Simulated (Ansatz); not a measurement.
## Single-point calculation of Hf32O64 (part 2 of 2)

Hf32O64 (96 atoms in the cell); DFT, HSE06, PAW, plane waves (Ansatz 0.2.0); cutoff 420 eV, 1×1×1 k-mesh, Fermi–Dirac smearing of 0.01 eV. The structure was built on a prototype by a generator.

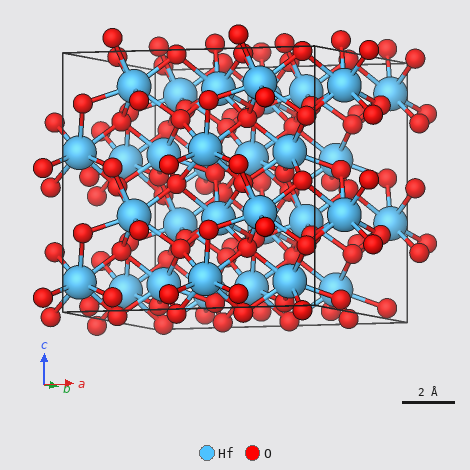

The input geometry (ball-and-stick view of the cell of the calculation, seen at an oblique angle; bonded neighbours outside the cell are drawn too).

**Output, continued**
```
SCF iter   1: F=—  HF=-539576.653787 eV  |F-HF|=—  |Δ(HF+E_count)|=         —  Δρ=1.39e-4  dr2=1.22e-4  ethr=6.75e-6  ⟨swp⟩=3.0  Hψ=1471  notcnv=0
preconditioner: auto → none  [insulator: Δε(μ)=6.235 eV  Ē_g=21.382 eV  σ=0.010 eV  W_gap=1.00  n_scr=400 (ndim 8)  ℏωp=38.7 eV  f_vac=0.045  D(μ)=0.00/eV (n_scr^D=0)]
SCF iter   2: F=—  HF=-539576.653918 eV  |F-HF|=—  |Δ(HF+E_count)|=   1.31e-4  Δρ=5.84e-5  dr2=2.14e-5  ethr=9.23e-9  ⟨swp⟩=5.0  Hψ=2460  notcnv=0
SCF iter   3: F=—  HF=-539576.653917 eV  |F-HF|=—  |Δ(HF+E_count)|=   1.03e-6  Δρ=2.42e-5  dr2=1.99e-6  ethr=1.37e-9  ⟨swp⟩=3.0  Hψ=1563  notcnv=0
SCF iter   4: F=—  HF=-539576.653930 eV  |F-HF|=—  |Δ(HF+E_count)|=   1.22e-5  Δρ=1.28e-5  dr2=1.18e-6  ethr=9.58e-11  ⟨swp⟩=6.0  Hψ=2647  notcnv=0
SCF iter   5: F=-539576.653929 eV  HF=-539576.653929 eV  |F-HF|=3.84e-9  |Δ(HF+E_count)|=   4.91e-7  Δρ=8.10e-7  dr2=1.60e-8  ethr=9.58e-11  ⟨swp⟩=4.0  Hψ=1824  notcnv=0
SCF 3 converged in 5 iterations: F = -539576.653929 eV  dr2 = 1.60e-8
  Residual-converged pass: ⟨swp⟩=3.0  Hψ=1471  notcnv=0  max |occ|·‖R‖ = 2.9e-6 eV (tolerance 3.1e-6 eV)  dr2=1.66e-8  dr2_onsite=9.50e-10  max |Δocc| = 0.0e0
hybrid outer 2: dexx = +6.691e-5 eV, tail = 1.66e-6 eV, Δε = 8.20e-3 eV (about 2.16e-4 eV left of the loop's levels), ΔF = 2.94e-3 eV/Å (tail 1.07e-3)
SCF iter   1: F=—  HF=-539576.653921 eV  |F-HF|=—  |Δ(HF+E_count)|=         —  Δρ=4.36e-6  dr2=1.89e-7  ethr=6.81e-10  ⟨swp⟩=14.0  Hψ=1951  notcnv=0
preconditioner: auto → none  [insulator: Δε(μ)=6.237 eV  Ē_g=21.384 eV  σ=0.010 eV  W_gap=1.00  n_scr=400 (ndim 8)  ℏωp=38.7 eV  f_vac=0.045  D(μ)=0.00/eV (n_scr^D=0)]
SCF iter   2: F=-539576.653921 eV  HF=-539576.653921 eV  |F-HF|=9.31e-10  |Δ(HF+E_count)|=   6.23e-8  Δρ=8.94e-7  dr2=7.01e-9  ethr=1.97e-11 (applied; sched 1.49e-11)  ⟨swp⟩=4.0  Hψ=1812  notcnv=0
SCF 4 converged in 2 iterations: F = -539576.653921 eV  dr2 = 7.01e-9
  Residual-converged pass: ⟨swp⟩=2.0  Hψ=1338  notcnv=0  max |occ|·‖R‖ = 3.5e-6 eV (tolerance 3.6e-6 eV)  dr2=6.95e-9  dr2_onsite=6.69e-10  max |Δocc| = 0.0e0
hybrid outer 3: dexx = +3.666e-8 eV, tail = 1.80e-8 eV, Δε = 9.43e-5 eV (about 1.46e-5 eV left of the loop's levels), ΔF = 1.03e-4 eV/Å (tail 2.93e-4)
NSCF: frozen V_eff on 1 k-points
hybrid SCF converged: 3 outer / 15 inner (+4 warm-up), last move |dexx| = 3.67e-8 eV, tail = 1.80e-8 eV
Stability not checked: this state was not tested for a lower state beside it, because the functional holds exact exchange (a hybrid, or Hartree-Fock), whose exchange loop this test does not read (fock_operator; see scf.lower_state_search)
Free energy (F): -539576.653921 eV
Harris-Foulkes:  -539576.653921 eV  (|F-HF|=9.31e-10)
Internal energy: -539576.653921 eV  (E = F + TS)
E sigma→0 (E₀):  -539576.653921 eV
Fermi energy:    17.141743 eV
--- Per-component energies (eV) ---
  E_band       = -1909.423135
  E_kinetic    = 24690.785188
  E_local      = -187021.177760  (includes V_loc(G=0)·N_el)
  E_nonlocal   = -37252.571324
  E_hartree    = 85714.318910
  E_xc         = -11358.579878
  E_vxc        = -11510.535892  (∫ρ·V_xc dr)
  E_exx        = -4949.987808  (= α·E_x^exact, valence–valence)
  E_paw        = -229388.027316  (= ΣΔE_a)
  E_vpaw       = 47655.257595  (= ΣTr[D̂ρ^β])
  E_aug_tail   = 0.157151  (compensation charges beyond the density's cutoff)
  E_ewald      = -180046.729535
  E_core_change = 35.158468  (= ΣΔE_core)
  E_smearing   = -0.000000  (= −TS)
  E_closure    = -0.000016  (closes the sum)
  Σ components = -539576.653921   (vs F -539576.653921, Δ=0.00e0)
--- Forces (eV/Å), atoms counted from 1 ---
  atom   1  Hf    -0.01354617    -0.05860652     0.09358579
  atom   2  Hf    -0.01354617    -0.05860652     0.09358579
  atom   3  Hf    -0.01354617    -0.05860652     0.09358579
  atom   4  Hf    -0.01354617    -0.05860652     0.09358579
  atom   5  Hf    -0.01354617    -0.05860652     0.09358579
  atom   6  Hf    -0.01354617    -0.05860652     0.09358579
  atom   7  Hf    -0.01354617    -0.05860652     0.09358579
  atom   8  Hf    -0.01354617    -0.05860652     0.09358579
  atom   9  Hf     0.01354617     0.05860652     0.09358579
  atom  10  Hf     0.01354617     0.05860652     0.09358579
  atom  11  Hf     0.01354617     0.05860652     0.09358579
  atom  12  Hf     0.01354617     0.05860652     0.09358579
  atom  13  Hf     0.01354617     0.05860652     0.09358579
  atom  14  Hf     0.01354617     0.05860652     0.09358579
  atom  15  Hf     0.01354617     0.05860652     0.09358579
  atom  16  Hf     0.01354617     0.05860652     0.09358579
  atom  17  Hf    -0.01354617     0.05860652     0.09358579
  atom  18  Hf    -0.01354617     0.05860652     0.09358579
  atom  19  Hf    -0.01354617     0.05860652     0.09358579
  atom  20  Hf    -0.01354617     0.05860652     0.09358579
  atom  21  Hf    -0.01354617     0.05860652     0.09358579
  atom  22  Hf    -0.01354617     0.05860652     0.09358579
  atom  23  Hf    -0.01354617     0.05860652     0.09358579
  atom  24  Hf    -0.01354617     0.05860652     0.09358579
  atom  25  Hf     0.01354617    -0.05860652     0.09358579
  atom  26  Hf     0.01354617    -0.05860652     0.09358579
  atom  27  Hf     0.01354617    -0.05860652     0.09358579
  atom  28  Hf     0.01354617    -0.05860652     0.09358579
  atom  29  Hf     0.01354617    -0.05860652     0.09358579
  atom  30  Hf     0.01354617    -0.05860652     0.09358579
  atom  31  Hf     0.01354617    -0.05860652     0.09358579
  atom  32  Hf     0.01354617    -0.05860652     0.09358579
  atom  33  O     -0.01086230     0.01128727    -0.01446917
  atom  34  O     -0.01086230     0.01128727    -0.01446917
  atom  35  O     -0.01086230     0.01128727    -0.01446917
  atom  36  O     -0.01086230     0.01128727    -0.01446917
  atom  37  O     -0.01086230     0.01128727    -0.01446917
  atom  38  O     -0.01086230     0.01128727    -0.01446917
  atom  39  O     -0.01086230     0.01128727    -0.01446917
  atom  40  O     -0.01086230     0.01128727    -0.01446917
  atom  41  O      0.01086230    -0.01128727    -0.01446917
  atom  42  O      0.01086230    -0.01128727    -0.01446917
  atom  43  O      0.01086230    -0.01128727    -0.01446917
  atom  44  O      0.01086230    -0.01128727    -0.01446917
  atom  45  O      0.01086230    -0.01128727    -0.01446917
  atom  46  O      0.01086230    -0.01128727    -0.01446917
  atom  47  O      0.01086230    -0.01128727    -0.01446917
  atom  48  O      0.01086230    -0.01128727    -0.01446917
  atom  49  O     -0.01086230    -0.01128727    -0.01446917
  atom  50  O     -0.01086230    -0.01128727    -0.01446917
  atom  51  O     -0.01086230    -0.01128727    -0.01446917
  atom  52  O     -0.01086230    -0.01128727    -0.01446917
  atom  53  O     -0.01086230    -0.01128727    -0.01446917
  atom  54  O     -0.01086230    -0.01128727    -0.01446917
  atom  55  O     -0.01086230    -0.01128727    -0.01446917
  atom  56  O     -0.01086230    -0.01128727    -0.01446917
  atom  57  O      0.01086230     0.01128727    -0.01446917
  atom  58  O      0.01086230     0.01128727    -0.01446917
  atom  59  O      0.01086230     0.01128727    -0.01446917
  atom  60  O      0.01086230     0.01128727    -0.01446917
  atom  61  O      0.01086230     0.01128727    -0.01446917
  atom  62  O      0.01086230     0.01128727    -0.01446917
  atom  63  O      0.01086230     0.01128727    -0.01446917
  atom  64  O      0.01086230     0.01128727    -0.01446917
  atom  65  O      0.00223448     0.02863245    -0.07912377
  atom  66  O      0.00223448     0.02863245    -0.07912377
  atom  67  O      0.00223448     0.02863245    -0.07912377
  atom  68  O      0.00223448     0.02863245    -0.07912377
  atom  69  O      0.00223448     0.02863245    -0.07912377
  atom  70  O      0.00223448     0.02863245    -0.07912377
  atom  71  O      0.00223448     0.02863245    -0.07912377
  atom  72  O      0.00223448     0.02863245    -0.07912377
  atom  73  O      0.00223448    -0.02863245    -0.07912377
  atom  74  O      0.00223448    -0.02863245    -0.07912377
  atom  75  O      0.00223448    -0.02863245    -0.07912377
  atom  76  O      0.00223448    -0.02863245    -0.07912377
  atom  77  O      0.00223448    -0.02863245    -0.07912377
  atom  78  O      0.00223448    -0.02863245    -0.07912377
  atom  79  O      0.00223448    -0.02863245    -0.07912377
  atom  80  O      0.00223448    -0.02863245    -0.07912377
  atom  81  O     -0.00223448    -0.02863245    -0.07912377
  atom  82  O     -0.00223448    -0.02863245    -0.07912377
  atom  83  O     -0.00223448    -0.02863245    -0.07912377
  atom  84  O     -0.00223448    -0.02863245    -0.07912377
  atom  85  O     -0.00223448    -0.02863245    -0.07912377
  atom  86  O     -0.00223448    -0.02863245    -0.07912377
  atom  87  O     -0.00223448    -0.02863245    -0.07912377
  atom  88  O     -0.00223448    -0.02863245    -0.07912377
  atom  89  O     -0.00223448     0.02863245    -0.07912377
  atom  90  O     -0.00223448     0.02863245    -0.07912377
  atom  91  O     -0.00223448     0.02863245    -0.07912377
  atom  92  O     -0.00223448     0.02863245    -0.07912377
  atom  93  O     -0.00223448     0.02863245    -0.07912377
  atom  94  O     -0.00223448     0.02863245    -0.07912377
  atom  95  O     -0.00223448     0.02863245    -0.07912377
  atom  96  O     -0.00223448     0.02863245    -0.07912377
  max |Σ_I F_I| component: 2.29e-4 eV/Å
--- Band table (eV) ---
  k-point 0: bands = ["-48.9497", "-48.9426", "-48.9390", "-48.9390", "-48.9364", "-48.9364", "-48.9364", "-48.9364", "-48.9330", "-48.9330", ... 520 levels left out ..., "11.7972", "11.8461", "11.8461", "11.9473", "12.0452", "12.0452", "12.1062", "12.1251", "12.1251", "12.2960", "12.2960", "12.3129", "12.3129", "12.3352", "12.3538", "12.3800", "12.3878", "12.3878", "12.3953", "12.3953", "12.4051", "12.4051", "12.4667", "12.4667", "12.4667", "12.4667", "12.5070", "12.5384", "12.5545",
      "12.5545", "12.5545", "12.5545", "12.5547", "12.5547", "12.7313", "12.7505", "12.8361", "12.9570", "12.9899", "12.9899", "12.9920", "12.9920", "13.0266", "13.0266", "13.0339", "13.1588", "13.1588", "13.1588", "13.1588", "13.1787", "13.1899", "13.2435", "13.2435", "13.3025", "13.3097", "13.3097", "13.3108", "13.3108", "13.3108", "13.3108", "13.3669", "13.3669", "13.5496", "13.5496", "13.6007", "13.6262", "13.6262", "13.6444", "13.6444",
      "13.6884", "13.6884", "13.7567", "13.7567", "13.8424", "13.8526", "13.9102", "13.9817", "14.0274", "20.2639", "20.2639", "20.2803", "20.3741", "20.3741", "20.3960", "20.3960", "20.4177", "20.4177", "20.4177", "20.4177", "20.6487", "20.6761", "20.6761", "20.6890", "20.7476", "20.9091", "20.9091", "20.9570", "20.9570", "20.9570", "20.9570", "20.9900", "20.9900", "21.0185", "21.1035", "21.1306", "21.1306", "21.3906", "21.4155", "21.4265",
      "21.4265", "21.5053", "21.5053", "21.5588", "21.5820", "21.5820", "21.7204", "21.7436", "21.7927", "21.7927", "21.7927", "21.7927", "21.8006", "21.9025", "21.9025", "21.9490", "21.9490", "21.9672", "21.9740", "21.9740", "22.0567", "22.0567", "22.0755", "22.0755", "22.0755", "22.0755", "22.1736", "22.2159", "22.2361", "22.2361", "22.2506", "22.2826", "22.2826", "22.5163", "22.6398", "22.6398", "22.6795", "22.8092", "22.8092", "22.8436",
      "22.8436", "22.9158", "22.9158", "22.9158", "22.9158", "22.9311", "23.0440", "23.0440", "23.0440", "23.0440", "23.1654", "23.2489", "23.2863", "23.2863", "23.3003", "23.3193", "23.3580", "23.3788", "23.3788", "23.3877", "23.3877", "23.4514", "23.4514", "23.5391", "23.5706", "23.8109", "23.8109", "23.8943", "23.8943", "23.9219", "23.9219", "23.9475", "24.1495", "24.2700", "24.3056", "24.3056", "24.3235", "24.3411", "24.3411", "24.3411",
      "24.3411", "24.4014", "24.4021", "24.4021", "24.6956", "24.6956", "24.7196", "24.7196", "24.7196", "24.7196", "24.7507"]
--- Löwdin populations: 96 sites ---
  site symbol       q [e]
     0     Hf     24.4316
     1     Hf     24.4316
     2     Hf     24.4316
     3     Hf     24.4316
     4     Hf     24.4316
     5     Hf     24.4316
     6     Hf     24.4316
     7     Hf     24.4316
     8     Hf     24.4316
     9     Hf     24.4316
    10     Hf     24.4316
    11     Hf     24.4316
    12     Hf     24.4316
    13     Hf     24.4316
    14     Hf     24.4316
    15     Hf     24.4316
    16     Hf     24.4316
    17     Hf     24.4316
    18     Hf     24.4316
    19     Hf     24.4316
    20     Hf     24.4316
    21     Hf     24.4316
    22     Hf     24.4316
    23     Hf     24.4316
    24     Hf     24.4316
    25     Hf     24.4316
    26     Hf     24.4316
    27     Hf     24.4316
    28     Hf     24.4316
    29     Hf     24.4316
    30     Hf     24.4316
    31     Hf     24.4316
    32      O      6.7336
    33      O      6.7336
    34      O      6.7336
    35      O      6.7336
    36      O      6.7336
    37      O      6.7336
    38      O      6.7336
    39      O      6.7336
    40      O      6.7336
    41      O      6.7336
    42      O      6.7336
    43      O      6.7336
    44      O      6.7336
    45      O      6.7336
    46      O      6.7336
    47      O      6.7336
    48      O      6.7336
    49      O      6.7336
    50      O      6.7336
    51      O      6.7336
    52      O      6.7336
    53      O      6.7336
    54      O      6.7336
    55      O      6.7336
    56      O      6.7336
    57      O      6.7336
    58      O      6.7336
    59      O      6.7336
    60      O      6.7336
    61      O      6.7336
    62      O      6.7336
    63      O      6.7336
    64      O      6.7290
    65      O      6.7290
    66      O      6.7290
    67      O      6.7290
    68      O      6.7290
    69      O      6.7290
    70      O      6.7290
    71      O      6.7290
    72      O      6.7290
    73      O      6.7290
    74      O      6.7290
    75      O      6.7290
    76      O      6.7290
    77      O      6.7290
    78      O      6.7290
    79      O      6.7290
    80      O      6.7290
    81      O      6.7290
    82      O      6.7290
    83      O      6.7290
    84      O      6.7290
    85      O      6.7290
    86      O      6.7290
    87      O      6.7290
    88      O      6.7290
    89      O      6.7290
    90      O      6.7290
    91      O      6.7290
    92      O      6.7290
    93      O      6.7290
    94      O      6.7290
    95      O      6.7290
  spilling = 0.002785 (of n_electrons = 1216.000000)
```

**Key numbers**

```csv
quantity,value
outcome,converged
space group (tolerance 0.01 Å),Pca2₁ (29)
electrons treated,1216
free energy,−539576.6539 eV
Fermi energy,17.142 eV
largest force (length of the vector),0.111 eV/Å
hardware,"1 × NVIDIA GB300 Max-Q, 8 threads of Arm Neoverse-V2, 125 GiB of memory available, shared host"
wall time,1.8 min (CPU time 5.1 min)
peak memory,5.4 GiB
```

**Remarks**

Spin–orbit coupling is left out, which matters for Hf. The k-point mesh is coarse for a cell of this size, so the results may not be converged.
